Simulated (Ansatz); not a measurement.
## Whose spectrum is this?

Method: Ansatz, LDA, independent particles, without spin-orbit coupling, line width 0.05 eV (Gaussian); metals get a typed carrier damping. The response is along the first axis of the cell.

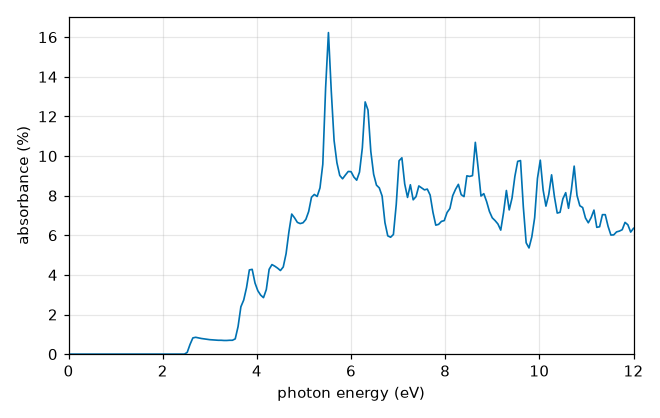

**Question.** All candidates were run at this level. Which one is shown?
A. CdHSCl sheet (P3m1)
B. WS2 sheet (P-6m2)
C. TaSF3 sheet (Pmmm)

**Answer.** A. CdHSCl sheet (P3m1): least direct gap 2.58 eV, static polarisability 1.76 Å, strongest peak along the first axis at 5.51 eV. The others: TaSF3 sheet (Pmmm), least direct gap 0.35 eV, static polarisability 1.24 Å, strongest peak along the first axis at 8.36 eV; WS2 sheet (P-6m2), least direct gap 1.79 eV, static polarisability 6.75 Å, strongest peak along the first axis at 3.05 eV.

Note: cells built here by substitution need not match a known phase.
